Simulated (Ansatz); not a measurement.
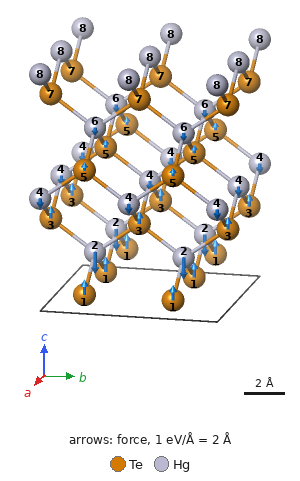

Starting geometry of a slab of composition HgTe (cut from the F-43m phase) with the computed forces as blue arrows. Style: ball-and-stick. Shown: the 2 × 2 repeat of the cell, outlined in the plane, without the vacuum, slightly off an axis.

Case: (1 0 0) slab, atoms relaxed. The slab is the (1 0 0) face of HgTe.

The calculation used DFT PBEsol, scalar-relativistic, plane waves, PAW (Ansatz 0.2.0).

Input file:
```yaml
crystal:
  lattice:
    - [4.6045184569, 0.0, 0.0]
    - [0.0, 4.6045184569, 0.0]
    - [0.0, 0.0, 26.3956017873]
  atoms:
    - { symbol: Te, position: [0.0, 0.5, 0.2841382462] }
    - { symbol: Hg, position: [0.5, 0.5, 0.345813033] }
    - { symbol: Te, position: [0.5, 0.0, 0.4074878198] }
    - { symbol: Hg, position: [0.0, 0.0, 0.4691626066] }
    - { symbol: Te, position: [0.0, 0.5, 0.5308373934] }
    - { symbol: Hg, position: [0.5, 0.5, 0.5925121802] }
    - { symbol: Te, position: [0.5, 0.0, 0.654186967] }
    - { symbol: Hg, position: [0.0, 0.0, 0.7158617538] }
basis:
  ecutwfc: 420
kpoints:
  mp_grid: { grid: [8, 8, 1] }
hamiltonian:
  xc: pbesol
scf:
  occupations: { method: gaussian, width: 0.1 }
output:
  forces: true
  eigenvalues: true
relax:
  adjacent_minimum: "off"
  f_tol: 0.02
  max_steps: 60
efield:
  axis: 3
  dipole_correction: true
  ramp_width: 0.04
```

Command:
```bash
ansatz run input.yaml --threads 1 --pin off --max-ram 2560MiB --backend cpu --events-out ev --progress --plain --runs-dir out
```

Question: Is this structure relaxed? If not, where do the atoms go?

Answer: It isn't relaxed: the largest force vector, on Hg2, is 0.58 eV/Å. The atoms end up moving mostly along the starting forces (cosine between the two patterns 0.97). Hg2 moves most relative to the layer's centre: 0.091 Å along the normal (−c). By element the largest moves are Hg 0.091 Å, Te 0.072 Å. The cell doesn't change. Among the contacts that change: Te1–Hg2 2.820 → 2.729 Å, Hg2–Te3 2.820 → 2.899 Å, Te3–Hg4 2.820 → 2.764 Å, Hg4–Te5 2.820 → 2.873 Å. Among the angles between lasting bonds that change: Te1–Hg2–Te1 109.5° → 115.0°, Hg2–Te1–Hg2 109.5° → 115.0°, Te3–Hg2–Te3 109.5° → 105.2°. Over 4 accepted moves (5 points after the start) the energy falls by 65.2 meV per cell of the calculation. The largest force component goes from 0.58 to 0.005 eV/Å. 1 step only repeated the SCF at the same geometry.
